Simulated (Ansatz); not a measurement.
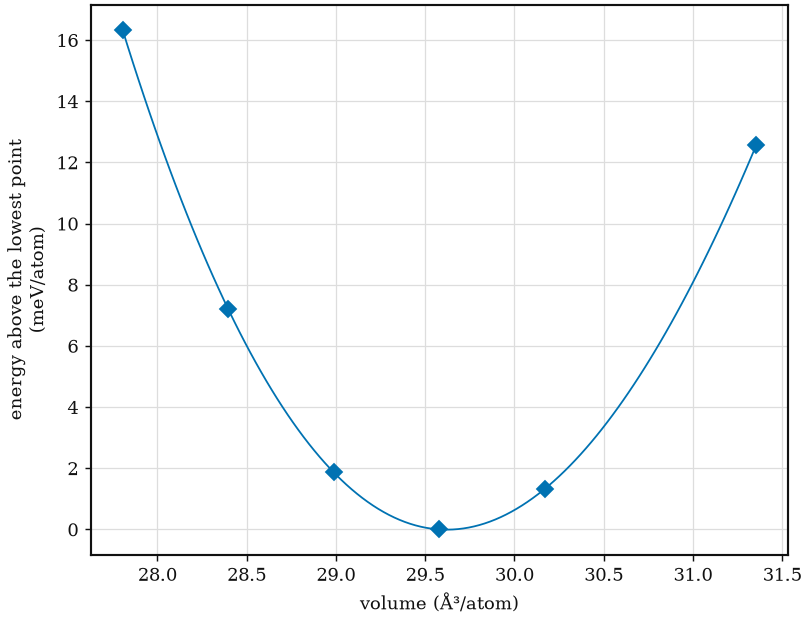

The picture above shows the energy above the lowest point against volume.

Method: equation of state of a cubic crystal from periodic Kohn-Sham density functional theory without spin, third-order Birch-Murnaghan fit to the free energies; pressure corrected for the finite basis (Ansatz 0.2.0 development build). Level: PBE.

### For which of these solids was it computed?
A. Lu, Im-3m (No. 229)
B. W, Im-3m (No. 229)
C. Ti, Fm-3m (No. 225)

A, Lu: energy above the lowest point from 0.0 meV/atom to 16.3 meV/atom, V0 29.62 Å³/atom, B0 43 GPa. The others give: W, energy above the lowest point from 0.0 meV/atom to 58.3 meV/atom, V0 16.13 Å³/atom, B0 300 GPa; Ti, energy above the lowest point from 0.0 meV/atom to 23.0 meV/atom, V0 17.4 Å³/atom, B0 107 GPa.

For Lu, limits of the calculation: cubic model structure, not the ambient form.

For Ti, limits of the calculation: cubic model structure, not the ambient form; modest k-mesh, values are not fully converged in k.

For W, limits of the calculation: modest k-mesh, values are not fully converged in k.
